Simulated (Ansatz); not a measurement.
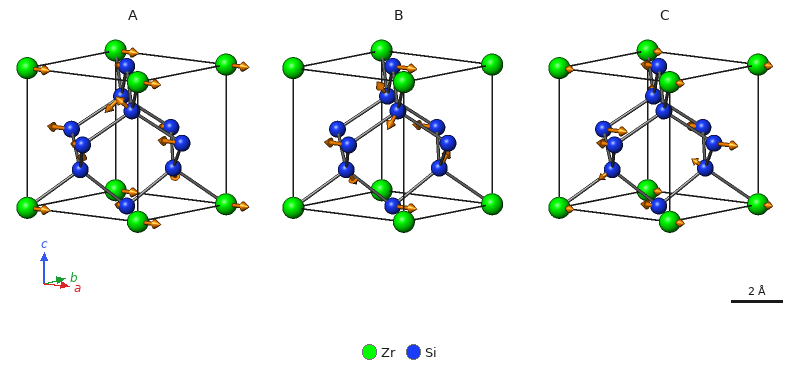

Three optical modes of a crystal of ZrSi7 (a generated structure) at the zone centre, in no order (one member of each degenerate set). The orange arrows give the relative displacements of the atoms. A ball-and-stick model of the cell of the calculation, seen from a free direction.

Level of theory: Ansatz, DFT PBE, scalar-relativistic, plane waves, PAW. Set-up: plane-wave cutoff 420 eV; k-point mesh 6 × 6 × 6; occupations fermi dirac; smearing width 0.15 eV; no spin polarisation.

The frequencies depend somewhat on the k-mesh and the smearing.

Q: Order them from the lowest to the highest frequency (imaginary ones first).

A: A (63 cm⁻¹), B (100 cm⁻¹), C (305 cm⁻¹). A, T₂: It mainly bends the Si–Zr, Si–Si bonds; the kinetic energy is shared as Si 58 %, Zr 42 %. B, T₁: The Zr atoms stay at rest; atoms of one kind move against one another, with no net shift of any sublattice; it mainly bends the Si–Zr, Si–Si bonds. C, T₂: The kinetic energy is shared as Si 82 %, Zr 18 %. The crystal is metallic in this run.
